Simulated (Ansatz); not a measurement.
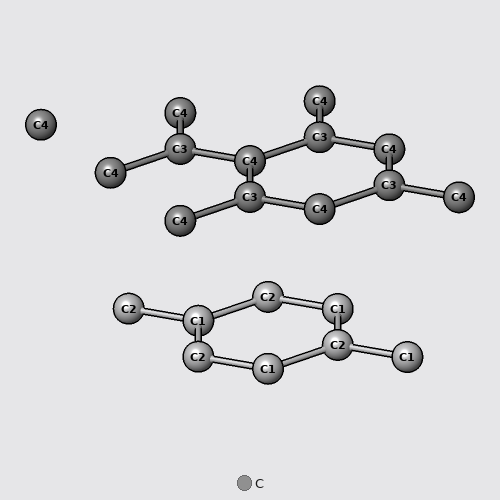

Two computed energy maps of cells of C. The picture above is the structure of the first map (first grid point; the lower layer is drawn fainter).

Map 1

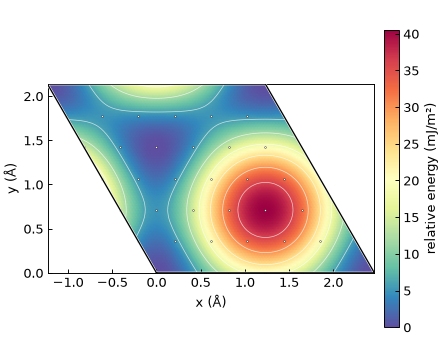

A bilayer of two C sheets, the upper one turned by 180 degrees about the normal (4 atoms in the cell). The upper layer of a bilayer is slid over the lower one; relaxed at each slide: the heights of all atoms; the origin of the map has C3 above C1. Places are given modulo a cell vector. The map is drawn in real space over the plane of the slide. Grid: 6 × 6 points; 7 points were computed and 29 follow by symmetry. All energies are given in mJ/m² relative to the lowest grid point. Theory: DFT PBE+D3(BJ), scalar-relativistic, plane waves, PAW (Ansatz 0.2.0). Settings: cutoff 420 eV, k-mesh 15×15×1, gaussian smearing 0.1 eV, no spin polarisation.

In the figure: a smooth colour map with a few white contour lines, dots at the grid points, the outline of one cell of the plane. Between grid points the surface is interpolated.

Map 2

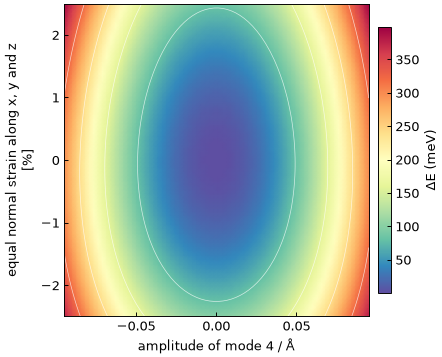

C (R-3m, No. 166; 2 atoms in the cell). The energy is mapped over a normal mode and a strain (zone-centre modes of the 2-atom cell of this scan) (x along [1 0 0], y along [1 2 0], z along [0 0 1] of the conventional cell). First axis: amplitude of mode 4 (866 cm⁻¹), largest displacement in the unstrained cell. Second axis: equal normal strain along x, y and z. Nothing is relaxed (the pattern is fixed in fractional coordinates). Grid: 11 × 7 points. Points are written as (first, second). All energies are given in meV per cell relative to the lowest grid point. The calculation used Ansatz 0.2.0, DFT PBE+D3(BJ), scalar-relativistic, plane waves, PAW. Settings: cutoff 520 eV, k-mesh 15×15×15, gaussian smearing 0.05 eV, no spin polarisation.

The picture shows a smooth colour map with a few white contour lines. Between grid points the surface is interpolated.

**Summarise the maps one by one.**

Map 1: The lowest grid point is at (0/6, 0/6) of the cell vectors; the map holds 2 wells of about this depth. No other kind of well shows on this grid. The highest grid point, (4/6, 2/6) of the cell vectors, lies 40.5 mJ/m² above the lowest. On the interpolated surface the easiest way out of the lowest well to a well of about the same depth near (2/6, 4/6) of the cell vectors passes a barrier of about 5 mJ/m². Facing atoms of the upper layer at the lowest point: C above C, C above a hollow; at the highest: C above C. The relaxed distance between the facing planes is 3.39 Å at the lowest and 3.57 Å at the highest point.
Map 2: The lowest grid point is at (0.000 Å, 0.00 %). It is the only kind of minimum in the scanned range. The highest grid point, (−0.095 Å, 2.50 %), lies 398 meV above the lowest.
